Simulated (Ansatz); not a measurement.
## Geometry relaxation, with input and output: Si24O47H (charge −1) (part 1 of 3)

System: Si24O47H (defect cell, 72 atoms in the cell, total charge −1).
Method: DFT, PBEsol, PAW, plane waves (Ansatz 0.2.0).

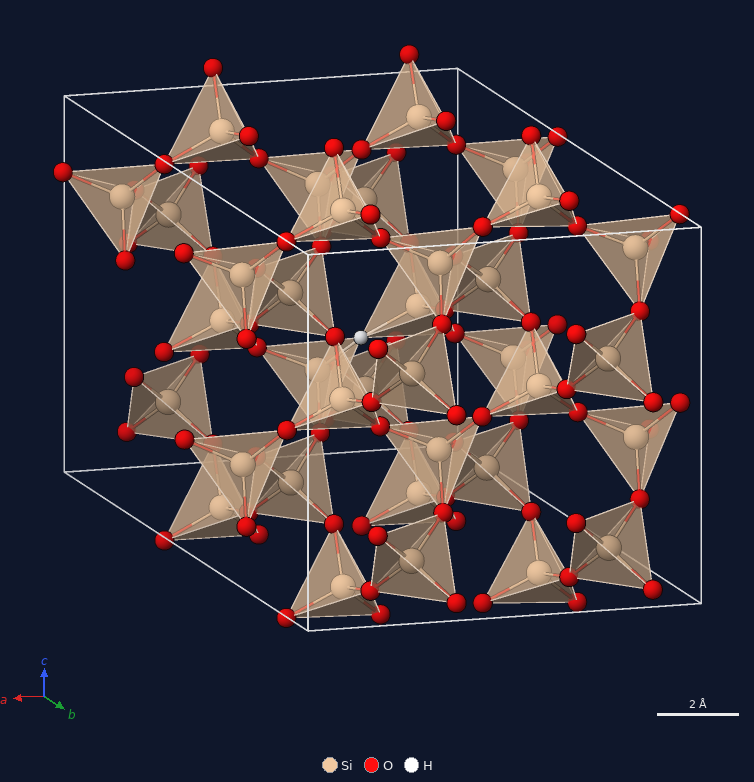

**Figure 1.** The structure as given in the input (polyhedral view of the cell of the calculation, seen at an oblique angle; polyhedra are completed across the faces of the cell).

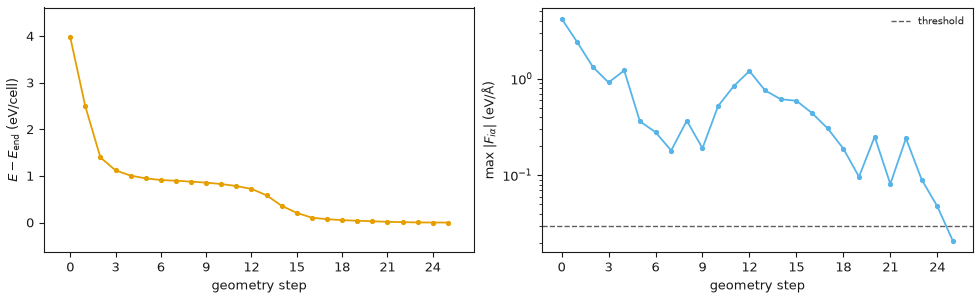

**Figure 2.** Progress of the relaxation, step by step (the first geometry is step 0 here and step 1 in the log).

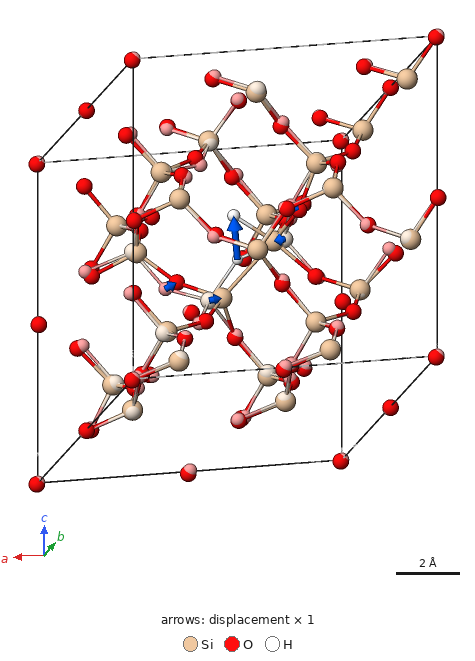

**Figure 3.** Start (faint) and end (solid) with the displacements as blue arrows, at true length (ball-and-stick view of the cell of the calculation (origin shifted), seen at an oblique angle). H72 moves most: 1.43 Å. Largest moves by element: H 1.43 Å, O 0.43 Å, Si 0.41 Å. The cell doesn't change. Among the contacts that change: Si13–H72 1.608 → 2.703 Å, Si13–Si18 3.091 → 2.466 Å, Si18–O65 1.545 → 1.722 Å, Si18–O48 1.636 → 1.752 Å. Bonds break: Si13–H72 (1.61 → 2.70 Å). Among the angles that change: O48–Si18–H72 107.7° → 165.1°, O48–Si18–O65 111.9° → 89.6°, O65–Si18–H72 109.0° → 87.6°. The energy falls by 3.977 eV per cell of the calculation in 25 geometry steps. Largest force component: 4.2 eV/Å at the start, 0.021 eV/Å at the end. (Atoms are counted from 1 in the order of the input.)

The input that produced these results follows, with the program's output.

### The input
```yaml
crystal:
  lattice:
    - [9.901639, 0.000000, 0.000000]
    - [-4.950819, 8.575071, 0.000000]
    - [0.000000, 0.000000, 10.885880]
  atoms:
    - { symbol: Si, position: [0.236726, 0.002841, 0.166696] }
    - { symbol: Si, position: [0.236361, 0.998766, 0.667952] }
    - { symbol: Si, position: [0.232778, 0.495351, 0.165183] }
    - { symbol: Si, position: [0.231705, 0.499110, 0.667592] }
    - { symbol: Si, position: [0.739167, 0.004328, 0.169379] }
    - { symbol: Si, position: [0.735590, 0.000823, 0.665567] }
    - { symbol: Si, position: [0.734479, 0.501173, 0.164771] }
    - { symbol: Si, position: [0.735490, 0.499730, 0.668601] }
    - { symbol: Si, position: [0.005018, 0.235419, 0.331534] }
    - { symbol: Si, position: [0.999904, 0.236827, 0.832305] }
    - { symbol: Si, position: [0.002762, 0.736662, 0.331681] }
    - { symbol: Si, position: [0.003227, 0.734849, 0.834836] }
    - { symbol: Si, position: [0.503409, 0.237457, 0.335915] }
    - { symbol: Si, position: [0.503441, 0.237883, 0.829912] }
    - { symbol: Si, position: [0.501568, 0.732586, 0.333339] }
    - { symbol: Si, position: [0.502073, 0.738375, 0.831547] }
    - { symbol: Si, position: [0.261037, 0.262461, 0.000474] }
    - { symbol: Si, position: [0.265298, 0.266420, 0.501167] }
    - { symbol: Si, position: [0.263591, 0.759767, 0.999148] }
    - { symbol: Si, position: [0.267642, 0.765902, 0.498559] }
    - { symbol: Si, position: [0.763616, 0.264261, 0.000531] }
    - { symbol: Si, position: [0.763093, 0.265975, 0.497630] }
    - { symbol: Si, position: [0.764605, 0.763973, 0.000661] }
    - { symbol: Si, position: [0.767854, 0.765908, 0.499772] }
    - { symbol: O, position: [0.203166, 0.129144, 0.106025] }
    - { symbol: O, position: [0.202957, 0.130886, 0.605192] }
    - { symbol: O, position: [0.205585, 0.633951, 0.103905] }
    - { symbol: O, position: [0.206332, 0.633908, 0.608020] }
    - { symbol: O, position: [0.706179, 0.135790, 0.110058] }
    - { symbol: O, position: [0.702971, 0.130551, 0.607018] }
    - { symbol: O, position: [0.706451, 0.632998, 0.107575] }
    - { symbol: O, position: [0.706011, 0.636509, 0.606877] }
    - { symbol: O, position: [0.363165, 0.072531, 0.270842] }
    - { symbol: O, position: [0.361793, 0.070940, 0.772335] }
    - { symbol: O, position: [0.368272, 0.578583, 0.278109] }
    - { symbol: O, position: [0.368690, 0.577022, 0.772734] }
    - { symbol: O, position: [0.868467, 0.073928, 0.274355] }
    - { symbol: O, position: [0.867619, 0.074424, 0.771692] }
    - { symbol: O, position: [0.868183, 0.574398, 0.274887] }
    - { symbol: O, position: [0.866708, 0.572222, 0.774372] }
    - { symbol: O, position: [0.426474, 0.294425, 0.939802] }
    - { symbol: O, position: [0.427601, 0.791108, 0.440059] }
    - { symbol: O, position: [0.426580, 0.791844, 0.944592] }
    - { symbol: O, position: [0.928540, 0.294044, 0.438187] }
    - { symbol: O, position: [0.928429, 0.295309, 0.937923] }
    - { symbol: O, position: [0.924934, 0.792513, 0.440682] }
    - { symbol: O, position: [0.926284, 0.792541, 0.941931] }
    - { symbol: O, position: [0.133883, 0.204767, 0.392303] }
    - { symbol: O, position: [0.131722, 0.206674, 0.894099] }
    - { symbol: O, position: [0.131428, 0.705714, 0.393933] }
    - { symbol: O, position: [0.135064, 0.708778, 0.891023] }
    - { symbol: O, position: [0.636958, 0.204993, 0.391960] }
    - { symbol: O, position: [0.630952, 0.202144, 0.892469] }
    - { symbol: O, position: [0.634178, 0.705624, 0.393020] }
    - { symbol: O, position: [0.633231, 0.705944, 0.893364] }
    - { symbol: O, position: [0.071825, 0.367906, 0.225014] }
    - { symbol: O, position: [0.075473, 0.371947, 0.725222] }
    - { symbol: O, position: [0.069969, 0.860749, 0.223459] }
    - { symbol: O, position: [0.072896, 0.866074, 0.725364] }
    - { symbol: O, position: [0.576721, 0.366594, 0.228347] }
    - { symbol: O, position: [0.572504, 0.364794, 0.722866] }
    - { symbol: O, position: [0.573330, 0.866850, 0.226334] }
    - { symbol: O, position: [0.574773, 0.864085, 0.725965] }
    - { symbol: O, position: [0.292122, 0.424562, 0.061132] }
    - { symbol: O, position: [0.292317, 0.420758, 0.558444] }
    - { symbol: O, position: [0.288524, 0.924310, 0.059550] }
    - { symbol: O, position: [0.294971, 0.923825, 0.559219] }
    - { symbol: O, position: [0.793808, 0.424578, 0.057328] }
    - { symbol: O, position: [0.795200, 0.430636, 0.561303] }
    - { symbol: O, position: [0.793448, 0.923427, 0.059545] }
    - { symbol: O, position: [0.790491, 0.924006, 0.561258] }
    - { symbol: H, position: [0.428508, 0.294875, 0.440319] }
  symmetry: { detect: false }
kpoints:
  mp_grid: { grid: [1, 1, 1], shift: [0.25, 0.25, 0.25] }
hamiltonian:
  xc: pbesol
total_charge: -1
scf:
  occupations: { method: fermi_dirac, width: 0.01 }
relax:
  f_tol: 0.03
  max_steps: 80
  escape_saddle: false
  adjacent_minimum: "off"
output:
  forces: true
  eigenvalues: true
  populations: true
  charged_corrections: { epsilon: 4.5 }
  write_density: true
  write_potential: true
  elf: true
  volumetric_format: npy
```

Command:
```bash
ansatz run in.yaml --threads 8 --pin off --max-ram 17100MiB --runs-dir r --events-out ev --progress --plain
```

### The program's output
```
Pseudopotentials: kind: paw
Functional definition: PBEsol
  exchange = pbesol_x
  correlation = pbesol_c
Crystal: 72 atoms, lattice volume = 924.290 Å³
Basis set: ecut = 420 eV, 18049 PW (Γ), exchange–correlation on 144×144×150 points (8 copies of the dense FFT grid, shifted against one another)
Bands: 262, of which v1, the nominal top of the filled ones, is band 190 counted from 1 (189 counted from 0)
Symmetry: 1 space group operations
k-points: 1
Non-local potential: Si, projectors of the file, l = 0: 2, l = 1: 2, l = 2: 2
Non-local potential: O, projectors of the file, l = 0: 2, l = 1: 2, l = 2: 1
Non-local potential: H, projectors of the file, l = 0: 2, l = 1: 1
PAW form: soft (Blöchl's): semilocal exchange-correlation on the pseudo side does not see the compensation charge
PAW frozen core: Si, regenerated for the run's functional, and the local potential with it (the file was generated under x = pbe(κ = 0.804, μ = 0.2195149727645171), c = pbe(β = 0.06672455060314922))
PAW frozen core: O, regenerated for the run's functional, and the local potential with it (the file was generated under x = pbe(κ = 0.804, μ = 0.2195149727645171), c = pbe(β = 0.06672455060314922))
PAW one-centre angular grid: Si, 110 points (default); XC on 64 Gauss nodes
PAW one-centre angular grid: O, 110 points (default); XC on 64 Gauss nodes
PAW one-centre angular grid: H, 110 points (default); XC on 64 Gauss nodes
Initial density: superposition of atomic densities (neutral atoms scaled as one to the charged cell's electrons: chi_scale 0, normalization atom), corrected by the library's trained network
Initial wavefunctions: pseudopotential atomic-orbital guess
Functional: x = pbesol(κ = 0.804, μ = 0.12345679012345678), c = pbesol(β = 0.046)
SCF iter   1: F=—  HF=-41362.616428 eV  |F-HF|=—  |Δ(HF+E_count)|=         —  Δρ=2.36e-2  dr2=8.95e0  ethr=1.77e-3  ⟨swp⟩=6.0  Hψ=1270  notcnv=0  defer=35
preconditioner: auto → Resta (q_TF=auto, 2.353 Å⁻¹)  ε∞=3.1  [insulator: Δε(μ)=2.368 eV  Ē_g=16.354 eV  σ=0.010 eV  W_gap=1.00  n_scr=212 (ndim 8)  ℏωp=23.8 eV  f_vac=0.116  D(μ)=0.00/eV (n_scr^D=0)  ε∞_Penn≈3.1]
SCF iter   2: F=—  HF=-41360.036254 eV  |F-HF|=—  |Δ(HF+E_count)|=    2.58e0  Δρ=7.75e-3  dr2=1.46e0  ethr=1.77e-3  ⟨swp⟩=4.0  Hψ=471  notcnv=0  defer=66
SCF iter   3: F=—  HF=-41359.583570 eV  |F-HF|=—  |Δ(HF+E_count)|=   4.53e-1  Δρ=3.13e-3  dr2=1.49e-1  ethr=3.85e-4  ⟨swp⟩=3.0  Hψ=310  notcnv=0  defer=66
SCF iter   4: F=—  HF=-41359.551624 eV  |F-HF|=—  |Δ(HF+E_count)|=   3.19e-2  Δρ=1.54e-3  dr2=3.06e-2  ethr=3.92e-5  ⟨swp⟩=3.0  Hψ=512  notcnv=0  defer=66
SCF iter   5: F=—  HF=-41359.553515 eV  |F-HF|=—  |Δ(HF+E_count)|=   1.89e-3  Δρ=9.12e-4  dr2=2.02e-2  ethr=8.05e-6  ⟨swp⟩=4.0  Hψ=358  notcnv=0  defer=66
SCF iter   6: F=—  HF=-41359.548451 eV  |F-HF|=—  |Δ(HF+E_count)|=   5.06e-3  Δρ=2.71e-4  dr2=2.61e-3  ethr=5.33e-6  ⟨swp⟩=2.0  Hψ=366  notcnv=0  defer=66
SCF iter   7: F=—  HF=-41359.548297 eV  |F-HF|=—  |Δ(HF+E_count)|=   1.54e-4  Δρ=2.05e-4  dr2=9.60e-4  ethr=6.86e-7  ⟨swp⟩=2.0  Hψ=408  notcnv=0  defer=66
SCF iter   8: F=—  HF=-41359.548166 eV  |F-HF|=—  |Δ(HF+E_count)|=   1.32e-4  Δρ=7.08e-5  dr2=1.18e-4  ethr=2.53e-7  ⟨swp⟩=2.0  Hψ=198  notcnv=0  defer=66
SCF iter   9: F=-41359.548153 eV  HF=-41359.548157 eV  |F-HF|=3.28e-6  |Δ(HF+E_count)|=   8.77e-6  Δρ=2.15e-5  dr2=6.79e-6  ethr=5.92e-9  ⟨swp⟩=20.0  Hψ=2800  notcnv=0
SCF 1 converged in 9 iterations: F = -41359.548153 eV  dr2 = 6.79e-6
  greatest PAW one-centre occupation: 0.871 electrons in one spin orbital (limit 2), on the O atom at site 64 (counted from 0), in its partial waves of l = 0
relax step   1: F+E_penalty+E_count = -41359.54815345 eV  Δ(F+E_penalty+E_count) = +0.000e0 eV  max|allowed force component| = 4.195e0 eV/Å  Δτ_max = 0.0000 Å  (9 SCF iters, dr2 threshold 2.25e-5 eV, accepted)
Initial density: handed on by an earlier stage of this run
Initial wavefunctions: those handed on with the density
iter 1 solved again at ethr=1.22e-4 eV; its pass at ethr=3.10e-3 eV (dr2=4.63e-1 eV) is discarded
SCF iter   1: F=—  HF=-41361.164071 eV  |F-HF|=—  |Δ(HF+E_count)|=         —  Δρ=8.94e-3  dr2=4.68e-1  ethr=1.22e-4  ⟨swp⟩=2.0  Hψ=917  notcnv=0  defer=66
preconditioner: auto → Resta (q_TF=auto, 2.353 Å⁻¹)  ε∞=3.1  [insulator: Δε(μ)=0.642 eV  Ē_g=16.557 eV  σ=0.010 eV  W_gap=1.00  n_scr=212 (ndim 8)  ℏωp=23.8 eV  f_vac=0.106  D(μ)=0.00/eV (n_scr^D=0)  ε∞_Penn≈3.1]
SCF iter   2: F=—  HF=-41361.058329 eV  |F-HF|=—  |Δ(HF+E_count)|=   1.06e-1  Δρ=4.60e-3  dr2=1.15e-1  ethr=1.22e-4  ⟨swp⟩=2.0  Hψ=302  notcnv=0  defer=66
SCF iter   3: F=—  HF=-41361.037837 eV  |F-HF|=—  |Δ(HF+E_count)|=   2.05e-2  Δρ=1.67e-3  dr2=1.81e-2  ethr=3.03e-5  ⟨swp⟩=2.0  Hψ=349  notcnv=0  defer=66
SCF iter   4: F=—  HF=-41361.032703 eV  |F-HF|=—  |Δ(HF+E_count)|=   5.13e-3  Δρ=3.11e-4  dr2=8.26e-4  ethr=4.77e-6  ⟨swp⟩=2.0  Hψ=417  notcnv=0  defer=66
SCF iter   5: F=—  HF=-41361.033031 eV  |F-HF|=—  |Δ(HF+E_count)|=   3.28e-4  Δρ=1.01e-4  dr2=9.18e-5  ethr=2.17e-7  ⟨swp⟩=3.0  Hψ=332  notcnv=0  defer=66
SCF iter   6: F=-41361.033063 eV  HF=-41361.033066 eV  |F-HF|=3.24e-6  |Δ(HF+E_count)|=   3.55e-5  Δρ=5.53e-5  dr2=2.42e-5  ethr=2.41e-8  ⟨swp⟩=21.0  Hψ=3013  notcnv=0
SCF 2 converged in 6 iterations: F = -41361.033063 eV  dr2 = 2.42e-5
  greatest PAW one-centre occupation: 0.869 electrons in one spin orbital (limit 2), on the O atom at site 64 (counted from 0), in its partial waves of l = 0
relax step   2: F+E_penalty+E_count = -41361.03306288 eV  Δ(F+E_penalty+E_count) = -1.485e0 eV  max|allowed force component| = 2.392e0 eV/Å  Δτ_max = 0.1270 Å  (6 SCF iters, dr2 threshold 1.00e-4 eV, accepted)
preconditioner: auto → Resta (q_TF=auto, 2.353 Å⁻¹)  ε∞=3.1  [insulator: Δε(μ)=1.192 eV  Ē_g=16.529 eV  σ=0.010 eV  W_gap=1.00  n_scr=212 (ndim 8)  ℏωp=23.8 eV  f_vac=0.105  D(μ)=0.00/eV (n_scr^D=0)  ε∞_Penn≈3.1]
relax step   3: F+E_penalty+E_count = -41362.12800821 eV  Δ(F+E_penalty+E_count) = -1.095e0 eV  max|allowed force component| = 1.323e0 eV/Å  Δτ_max = 0.2000 Å  (6 SCF iters, dr2 threshold 1.00e-4 eV, accepted)
preconditioner: auto → Resta (q_TF=auto, 2.353 Å⁻¹)  ε∞=3.1  [insulator: Δε(μ)=1.861 eV  Ē_g=16.475 eV  σ=0.010 eV  W_gap=1.00  n_scr=212 (ndim 8)  ℏωp=23.8 eV  f_vac=0.105  D(μ)=0.00/eV (n_scr^D=0)  ε∞_Penn≈3.1]
relax step   4: F+E_penalty+E_count = -41362.40499919 eV  Δ(F+E_penalty+E_count) = -2.770e-1 eV  max|allowed force component| = 9.137e-1 eV/Å  Δτ_max = 0.2000 Å  (6 SCF iters, dr2 threshold 1.00e-4 eV, accepted)
preconditioner: auto → Resta (q_TF=auto, 2.353 Å⁻¹)  ε∞=3.1  [insulator: Δε(μ)=2.228 eV  Ē_g=16.481 eV  σ=0.010 eV  W_gap=1.00  n_scr=212 (ndim 8)  ℏωp=23.8 eV  f_vac=0.104  D(μ)=0.00/eV (n_scr^D=0)  ε∞_Penn≈3.1]
relax step   5: F+E_penalty+E_count = -41362.51820574 eV  Δ(F+E_penalty+E_count) = -1.132e-1 eV  max|allowed force component| = 1.217e0 eV/Å  Δτ_max = 0.1947 Å  (5 SCF iters, dr2 threshold 1.00e-4 eV, accepted)
preconditioner: auto → Resta (q_TF=auto, 2.353 Å⁻¹)  ε∞=3.1  [insulator: Δε(μ)=2.053 eV  Ē_g=16.490 eV  σ=0.010 eV  W_gap=1.00  n_scr=212 (ndim 8)  ℏωp=23.8 eV  f_vac=0.104  D(μ)=0.00/eV (n_scr^D=0)  ε∞_Penn≈3.1]
```
